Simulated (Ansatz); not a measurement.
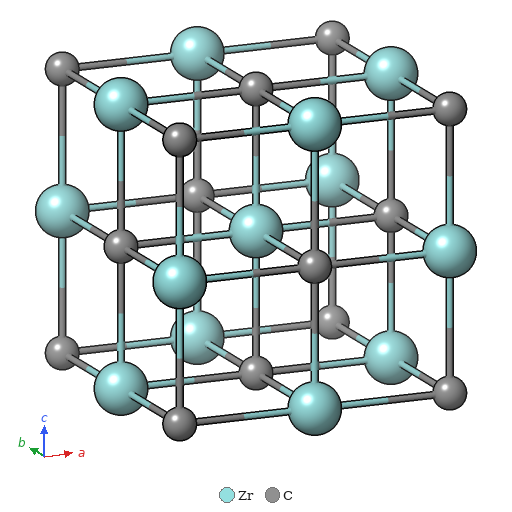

System: ZrC, space group Fm-3m (No. 225) (cell built by us, not taken from a database). The picture shows the conventional cell.

The given structure:
```
Zr C
1.0
     0.00000    2.35588    2.35588
     2.35588    0.00000    2.35588
     2.35588    2.35588    0.00000
Zr C
1 1
Cartesian
  2.3559 2.3559 2.3559
  0.0000 0.0000 0.0000
```

Computed with Ansatz 0.2.0: plane-wave density functional theory, PAW datasets, Gaussian smearing 0.15 eV: harmonic lattice thermodynamics at fixed volume from displacements in the supercell given; kB is Boltzmann's constant. Level: r2SCAN, no spin polarisation.

PAW set soft_2; wave cutoff 500 eV; k mesh of unit cell 12×12×12; supercell (2, 2, 2).

Predict the phonon free energy and phonon entropy against temperature. The temperature takes the values 100, 200, 300, 400, 500, 600, 700, 800, 900, 1000 K.

The phonon free energy falls from 67 meV/atom at temperature 100 K to −191 meV/atom at 1000 K. The phonon entropy rises from 0.350 kB/atom at temperature 100 K to 5.297 kB/atom at 1000 K. The zero point phonon energy is 68.1 meV/atom.

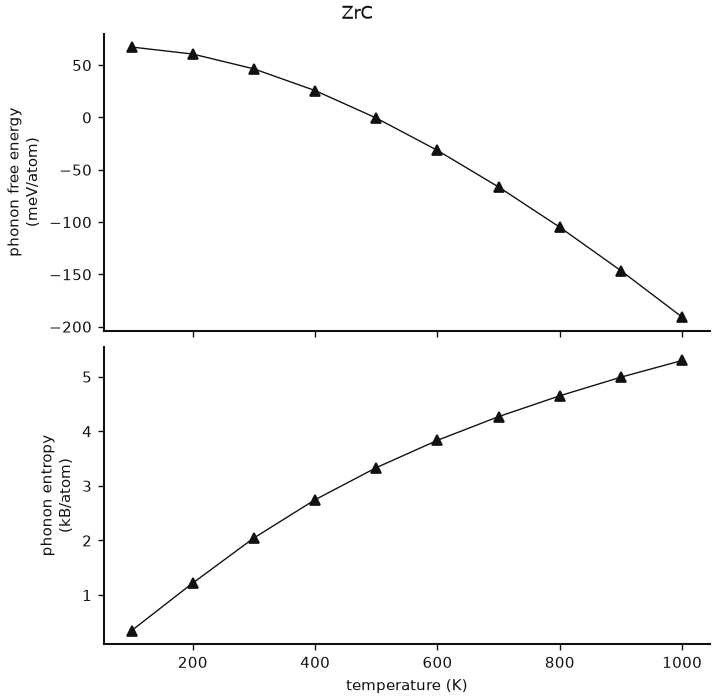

Keep in mind: a metal or a gap under 0.1 eV, low and unstable modes depend on mesh and smearing.
